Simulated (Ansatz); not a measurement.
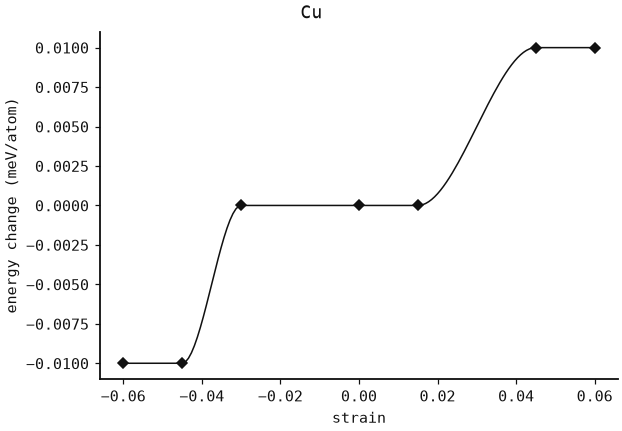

The figure shows the energy change against strain for Cu, space group P2/m (No. 10).

Starting cell:
```yaml
crystal:
  lattice:
    - [11.56832, 0.00000, 0.00000]
    - [0.00000, 2.25464, 0.00000]
    - [-4.59485, 0.00000, 21.74316]
  atoms:
    - { symbol: Cu, position: [0.50000, 0.50000, 0.50000] }
```

Method: homogeneous strain of a crystal along one Voigt pattern with engineering shear, fractional coordinates fixed, by plane-wave density functional theory with PAW datasets, free energies less that of the undisturbed cell, pressure positive in compression; scalar-relativistic (Ansatz 0.2.0). Level: PBEsol with D3(BJ), no spin polarisation.

- wave cutoff: 420 eV
- k mesh: 6×26×4
- occupations: Gaussian
- smearing width: 0.15 eV
- k shift: (0, 0, 0) (mesh steps)
- start: relaxed
- strain pattern: (0, 0, 1, 0, 0, 0) (xx yy zz yz xz xy with engineering shear)

From this curve and the settings, what does the calculation give for the pressure at the same points?

The pressure stays at about −0.002 GPa.

```
strain  pressure (GPa)
-0.060          -0.003
-0.045          -0.003
-0.030          -0.003
 0.000          -0.002
 0.015          -0.002
 0.045          -0.002
 0.060          -0.002
```
